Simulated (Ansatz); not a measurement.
Given this structure, the geometry relaxed at fixed volume with Ansatz, DFT PBE, spin-orbit coupling, plane waves, PAW; the starting structure was generated, so it need not be a known form of this composition, written in its standard cell:

```yaml
crystal:
  lattice:
    - [2.48039, 0.00000, 0.00000]
    - [-1.24019, 2.14808, 0.00000]
    - [0.00000, 0.00000, 4.08391]
  atoms:
    - { symbol: Ni, position: [0.33333, 0.66667, 0.75000] }
    - { symbol: Ni, position: [0.66667, 0.33333, 0.25000] }
```

Predict the [201] zone-axis pattern (80 kV, kinematic, B = 1 Å²).

The spots form a centred rectangular net whose two shortest vectors correspond to d = 2.15 Å and 1.48 Å, 69.8° apart. They are 0 1 0 and 1 0 -2. The pattern has symmetry 2mm. No reflection of this zone is absent.

Strongest reflections with d > 0.80 Å, one of each family (|F|² from tabulated Gaussian fits of the electron scattering factors, times a small damping for the curvature of the Ewald sphere):

| hkl | d (Å) | I (strongest = 100) |
| --- | --- | --- |
| 0 1 0 | 2.148 | 100 |
| 1 1 -2 | 1.060 | 69 |
| 1 0 -2 | 1.480 | 45 |
| 0 2 0 | 1.074 | 18 |

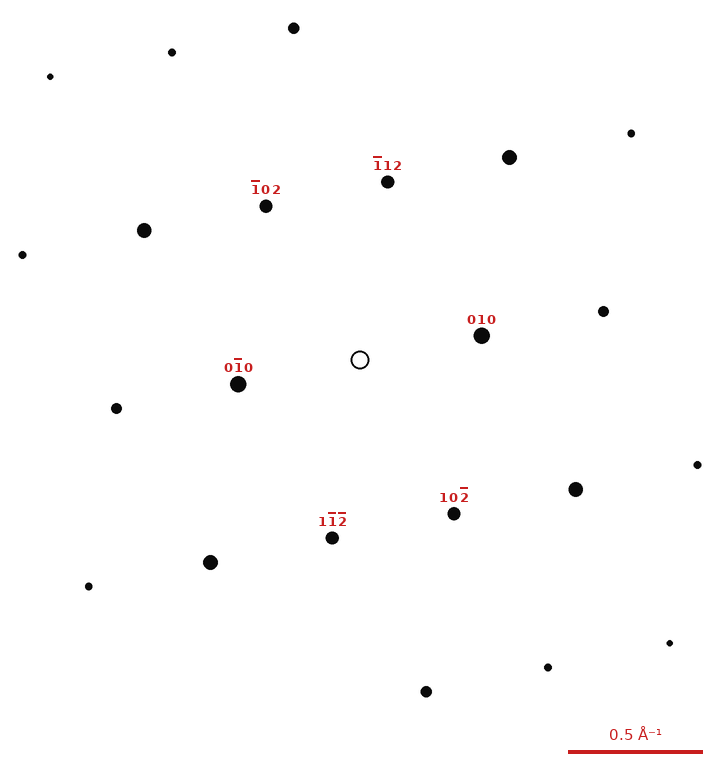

Calculated pattern, seen from the source side with [201] pointing towards the source.
